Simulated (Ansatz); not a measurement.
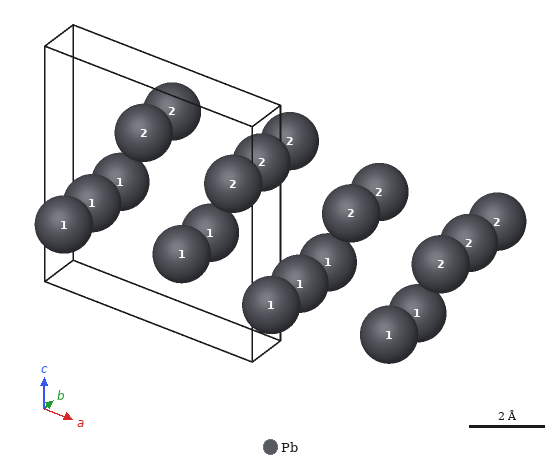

This is a symmetric starting cell of Pb. The picture is a spheres-only view of the conventional cell (2 times the calculation's cell), repeated 2 × 2 × 1 with one cell outlined, seen slightly off an axis. Lengths and directions refer to the drawn axes.

All numbers below come from DFT r2SCAN, scalar-relativistic, plane waves, PAW (Ansatz). Set-up: plane-wave cutoff 500 eV; k-point mesh 14 × 14 × 8; occupations gaussian; smearing width 0.1 eV; no spin polarisation.

Now this is done to it. The cell is strained by −3.1 % along b, −3.2 % along a, −4.6 % along [1 0 3] (volume −10.5 %) and atoms are displaced by 0.06 Å relative to the cell: Pb2 0.06 Å roughly along −c. No relaxation follows. The starting cell wasn't computed here and needn't be at equilibrium, so pressure and forces aren't due to the change alone.

The input:
```yaml
crystal:
  lattice:
    - [2.9420095029, -1.6963400924, 0.0018839362]
    - [2.9420095029, 1.6963400924, 0.0018839362]
    - [-2.0444330408, 0.0, 5.8115824647]
  atoms:
    - { symbol: Pb, position: [0.0903999288, 0.0903999288, 0.2826193677] }
    - { symbol: Pb, position: [0.9096000712, 0.9096000712, 0.7173806323] }
basis:
  ecutwfc: 500
kpoints:
  mp_grid: { grid: [14, 14, 8] }
hamiltonian:
  xc: r2scan
scf:
  occupations: { method: gaussian, width: 0.1 }
output:
  forces: true
  stress: true
  eigenvalues: true
```

Command:
```bash
ansatz run input.yaml --threads 1 --pin off --max-ram 1331MiB --backend cpu --events-out ev --progress --plain --runs-dir out
```

Q: Predict the response.

A: Near-neighbour distances before and after: Pb–Pb 3.449 → 3.193 Å, Pb–Pb 3.408 → 3.201 Å, Pb–Pb 3.505 → 3.393 to 3.396 Å, Pb–Pb 3.337 → 3.287 Å. The space group stays C2/m (No. 12). The pressure is 6.8 GPa (not all of it need come from the change, since the unchanged cell can be under pressure at this level too). The principal stresses (compression positive) are 8.6 GPa along [1 0 3], 6.0 GPa along a, 5.8 GPa along b. The largest forces, 0.7 eV/Å, act on Pb1 and Pb2; on Pb2 it points along [1 0 3]. The forces mostly point back along the displacements (cosine −0.91).

The changed structure in the same view:

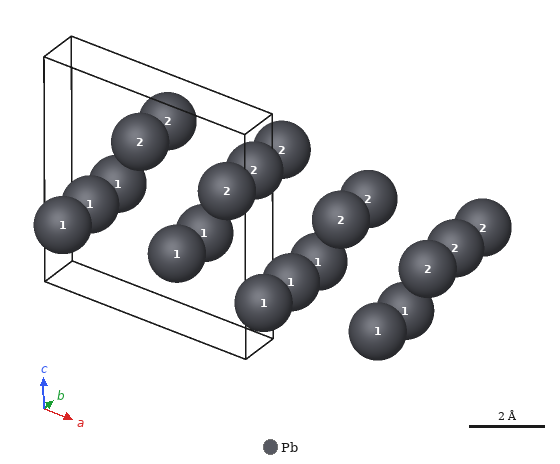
